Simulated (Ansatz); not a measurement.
Band edges of a WSe2 monolayer (space group of the slab cell P-6m2).

The calculation's input:

```yaml
crystal:
  lattice:
    - [3.31811589, 0.0, 0.0]
    - [-1.65905795, 2.87357266, 0.0]
    - [0.0, 0.0, 16.32525862]
  atoms:
    - { symbol: W, position: [0.0, 0.0, 0.5] }
    - { symbol: Se, position: [0.33333333, 0.66666667, 0.60186775] }
    - { symbol: Se, position: [0.33333333, 0.66666667, 0.39813225] }
basis:
  ecutwfc: 420
kpoints:
  mp_grid: { grid: [24, 24, 1] }
hamiltonian:
  xc: pbe
scf:
  occupations: { method: gaussian, width: 0.05 }
output:
  forces: true
  eigenvalues: true
  eigenstates:
    nscf_kmesh: { grid: [72, 72, 1] }
    top_band: c6
    de_dk: true
    localisation: true
checkpoint:
  write: ck
  compress: false
  write_wavefunctions: false
  write_every: 100000
```

Run with:

```sh
ansatz run input.yaml --threads 2 --pin off --max-ram 5120MiB --backend cpu --events-out ev --progress --plain --runs-dir out
```

The program printed:

```
Warning: RAYON_NUM_THREADS=2 ignored (pool sized by the plan → 2); use --threads N
Engine: ansatz 0.2.0, x86_64-unknown-linux-gnu
Pseudopotentials: kind: paw
Pseudopotential: W, paw, valence charge 14, recommended cutoff 420 eV (normal), W.paw.azcp
Pseudopotential: Se, paw, valence charge 16, recommended cutoff 420 eV (normal), Se.paw.azcp
Functional definition: PBE
  parameter kappa = 0.804
  parameter beta = 0.06672455060314922
  exchange = pbe_x(kappa = kappa, mu = beta*pi^2/3)
  correlation = pbe_c(beta = beta)
Crystal: 3 atoms, lattice volume = 155.659 Å³
Basis set: ecut = 420 eV, 3103 PW (Γ), exchange–correlation on 48×48×240 points (8 copies of the dense FFT grid, shifted against one another)
Bands: 28, of which v1, the nominal top of the filled ones, is band 23 counted from 1 (22 counted from 0)
Symmetry: 12 space group operations
Space group: P-6m2 (ITA 187), of the structure as read, at distance tolerance 5.4e-5 Å
k-points: 61 of 576 (time reversal used)
Non-local potential: W, projectors of the file, l = 0: 3, l = 1: 2, l = 2: 2, l = 3: 1
Non-local potential: Se, projectors of the file, l = 0: 2, l = 1: 2, l = 2: 3, l = 3: 1
PAW form: soft (Blöchl's): semilocal exchange-correlation on the pseudo side does not see the compensation charge
PAW one-centre angular grid: W, 590 points (default); XC on 64 Gauss nodes
PAW one-centre angular grid: Se, 590 points (default); XC on 64 Gauss nodes
Initial density: superposition of atomic densities (neutral atoms: chi_scale 0, normalization atom), corrected by the library's trained network
Initial wavefunctions: pseudopotential atomic-orbital guess
Functional: x = pbe(κ = 0.804, μ = 0.2195149727645171), c = pbe(β = 0.06672455060314922)
SCF iter   1: F=—  HF=-21324.647872 eV  |F-HF|=—  |Δ(HF+E_count)|=         —  Δρ=2.95e-3  dr2=6.04e-3  ethr=1.77e-3  ⟨swp⟩=8.4  Hψ=8165  notcnv=0
SCF iter   2: F=—  HF=-21324.652359 eV  |F-HF|=—  |Δ(HF+E_count)|=   4.49e-3  Δρ=1.63e-3  dr2=1.81e-3  ethr=1.31e-5  ⟨swp⟩=2.2  Hψ=3088  notcnv=0  defer=60
SCF iter   3: F=—  HF=-21324.654347 eV  |F-HF|=—  |Δ(HF+E_count)|=   1.99e-3  Δρ=8.11e-4  dr2=8.94e-4  ethr=3.94e-6  ⟨swp⟩=2.0  Hψ=2102  notcnv=0  defer=60
SCF iter   4: F=—  HF=-21324.654748 eV  |F-HF|=—  |Δ(HF+E_count)|=   4.01e-4  Δρ=9.27e-5  dr2=1.02e-5  ethr=1.94e-6  ⟨swp⟩=2.0  Hψ=2088  notcnv=0  defer=60
SCF iter   5: F=—  HF=-21324.654751 eV  |F-HF|=—  |Δ(HF+E_count)|=   3.15e-6  Δρ=3.19e-5  dr2=2.22e-6  ethr=2.22e-8  ⟨swp⟩=2.0  Hψ=3064  notcnv=0  defer=60
SCF iter   6: F=—  HF=-21324.654697 eV  |F-HF|=—  |Δ(HF+E_count)|=   5.48e-5  Δρ=7.71e-6  dr2=1.61e-7  ethr=4.83e-9  ⟨swp⟩=2.0  Hψ=2187  notcnv=0  defer=60
SCF iter   7: F=—  HF=-21324.654697 eV  |F-HF|=—  |Δ(HF+E_count)|=   4.32e-8  Δρ=2.10e-6  dr2=1.47e-8  ethr=3.50e-10  ⟨swp⟩=2.0  Hψ=2940  notcnv=0  defer=60
SCF iter   8: F=—  HF=-21324.654697 eV  |F-HF|=—  |Δ(HF+E_count)|=   6.16e-9  Δρ=9.87e-7  dr2=2.10e-9  ethr=3.20e-11  ⟨swp⟩=2.0  Hψ=2991  notcnv=0  defer=60
SCF iter   9: F=—  HF=-21324.654697 eV  |F-HF|=—  |Δ(HF+E_count)|=  4.29e-10  Δρ=2.11e-7  dr2=6.87e-11  ethr=4.57e-12  ⟨swp⟩=2.0  Hψ=2989  notcnv=0  defer=60
SCF iter  10: F=-21324.654697 eV  HF=-21324.654697 eV  |F-HF|=0.00e0  |Δ(HF+E_count)|=  1.09e-10  Δρ=3.24e-8  dr2=1.94e-12  ethr=1.00e-12  ⟨swp⟩=14.0  Hψ=10305  notcnv=0
SCF 1 converged in 10 iterations: F = -21324.654697 eV  dr2 = 1.94e-12
  greatest PAW one-centre occupation: 1.000 electrons in one spin orbital (limit 2), on the Se atom at site 2 (counted from 0), in its partial waves of l = 2
NSCF: frozen V_eff on 469 k-points
SCF converged after 10 iterations
Free energy (F): -21324.654697 eV
Harris-Foulkes:  -21324.654697 eV  (|F-HF|=0.00e0)
Internal energy: -21324.654697 eV  (E = F + TS)
E sigma→0 (E₀):  -21324.654697 eV
Fermi energy:    2.584070 eV
--- Per-component energies (eV) ---
  E_band       = -1338.267093
  E_kinetic    = 688.490783
  E_local      = -31052.711257  (includes V_loc(G=0)·N_el)
  E_nonlocal   = -1189.894864
  E_hartree    = 15169.908844
  E_xc         = -475.955890
  E_vxc        = -435.976722  (∫ρ·V_xc dr)
  E_paw        = -12385.573045  (= ΣΔE_a)
  E_vpaw       = 312.008489  (= ΣTr[D̂ρ^β])
  E_aug_tail   = -0.001241  (compensation charges beyond the density's cutoff)
  E_ewald      = 7921.081974
  E_smearing   = -0.000000  (= −TS)
  E_closure    = -0.000000  (closes the sum)
  Σ components = -21324.654697   (vs F -21324.654697, Δ=0.00e0)
--- Forces (eV/Å), atoms counted from 1 ---
  atom   1  W      0.00000000    -0.00000000     0.00000000
  atom   2  Se    -0.00000000     0.00000000     0.27743748
  atom   3  Se    -0.00000000     0.00000000    -0.27743748
  max |Σ_I F_I| component: 9.25e-18 eV/Å
--- Band table (eV; the first three rows and the last of 61) ---
  k-point 0: bands = ["-72.1521", "-45.6956", "-45.6956", "-45.6951", "-45.6951", "-45.6616", "-45.6616", "-45.6603", "-45.6603", "-45.6476", "-45.6453", "-36.4212", "-36.3168", "-36.3168", "-12.9174", "-11.6363", "-4.3204", "-0.5829", "-0.5829", "-0.2809", "0.5441", "0.5441", "1.5498", "4.7469", "4.7469", "4.9418", "4.9418", "6.0352"]
  k-point 1: bands = ["-72.1519", "-45.6956", "-45.6956", "-45.6951", "-45.6950", "-45.6616", "-45.6616", "-45.6604", "-45.6603", "-45.6476", "-45.6452", "-36.4204", "-36.3205", "-36.3176", "-12.8918", "-11.6237", "-4.2875", "-0.6637", "-0.5579", "-0.3567", "0.4987", "0.5743", "1.5418", "4.6756", "4.7952", "4.8039", "4.9067", "6.1469"]
  k-point 2: bands = ["-72.1515", "-45.6956", "-45.6954", "-45.6951", "-45.6948", "-45.6616", "-45.6616", "-45.6605", "-45.6603", "-45.6475", "-45.6451", "-36.4182", "-36.3313", "-36.3201", "-12.8161", "-11.5866", "-4.1903", "-0.8910", "-0.5464", "-0.4842", "0.3716", "0.6183", "1.5118", "4.5118", "4.5162", "4.8085", "4.9288", "6.3624"]
  k-point 60: bands = ["-72.1419", "-45.6940", "-45.6929", "-45.6928", "-45.6926", "-45.6633", "-45.6624", "-45.6614", "-45.6614", "-45.6456", "-45.6430", "-36.4780", "-36.4526", "-36.3707", "-10.7151", "-10.5713", "-3.5193", "-3.4025", "-2.5116", "-1.9228", "-1.4253", "-0.4749", "1.8209", "3.3472", "4.7213", "5.3291", "6.7360", "7.6746"]
```

Method: DFT PBE, scalar-relativistic, plane waves, PAW; levels and slopes on a dense k mesh at the converged density (Ansatz). No spin polarisation. Mesh 72×72×1, interpolated with the band slopes. Cell and positions as given, without relaxation. The cell comes from a database of computed structures, not from a measurement.

Masses come from a second pass at points close to the extrema; at the energies drawn a band may no longer be parabolic.

The gap is direct, 1.53 eV at this level of theory, which underestimates gaps and can reorder valleys that lie close.

Valence band: two equivalent maxima at K, mass 0.42 mₑ in all directions; one maximum at Γ, 0.27 eV below the edge, mass 4.19 mₑ in all directions. Band 23 forms the valence edge.
Conduction band: two equivalent minima at K, mass 0.32 mₑ in all directions; six equivalent minima on the K–Γ line, 0.20 eV above the edge, principal masses 0.50 and 0.80 mₑ. Band 24 forms the conduction edge.

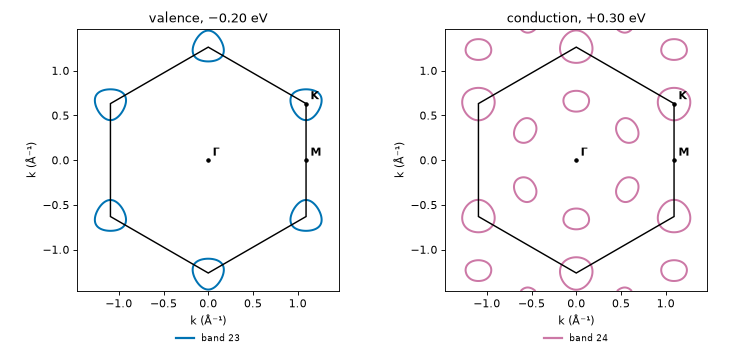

Constant-energy contours near the two band edges, measured from each edge.

Spin-orbit coupling, left out here, can change the gap, its kind, the place of the band edges and the masses, since the compound holds W and Se.
